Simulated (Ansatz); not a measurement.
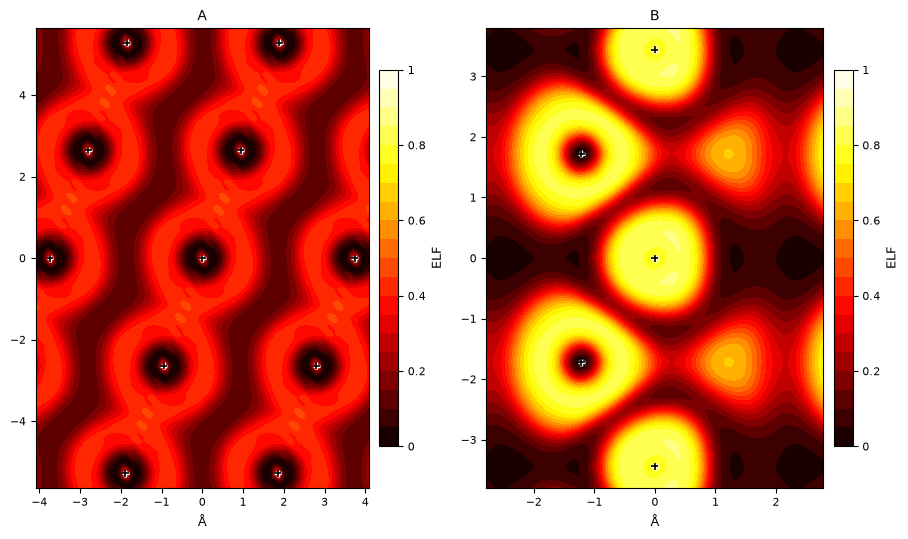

The electron localisation function of 2 systems, each on a plane through atoms (crosses mark nuclei in the plane).

Level of theory: DFT PBEsol, scalar-relativistic, plane waves, PAW in Ansatz.

System 1: HfN, the (011) plane of the conventional cell. Space group F-43m; a structure from a database of computed crystals, not necessarily the ambient phase; computed without spin polarisation.

System 2: Ge, the (111) plane of the conventional cell. Space group Cmmm; a structure from a database of computed crystals, not necessarily the ambient phase; changed on purpose from its base cell (strain -0.050 along x and y, -0.025 along z, atoms carried along); computed pressure about 6 GPa in this cell.

```yaml
crystal:
  lattice:
    - [2.65458, 0.00000, 0.00000]
    - [0.00000, 4.94098, 0.00000]
    - [0.00000, 0.00000, 2.63078]
  atoms:
    - { symbol: Ge, position: [0.00000, 0.50000, 0.00000] }
    - { symbol: Ge, position: [0.50000, 0.00000, 0.00000] }
```

### Match each panel to its system.

Panel A is system 2, Ge: the plane holds Ge. Ge–Ge (2.80 Å): the ELF is about 0.40 at the midpoint. Panel B is system 1, HfN: the plane holds Hf and N. Hf–N (2.11 Å): the ELF peaks at about 0.80 in the valence shell of N, 0.6 Å from its nucleus, and drops to about 0.25 between the two atoms; no localised pair shows between them.
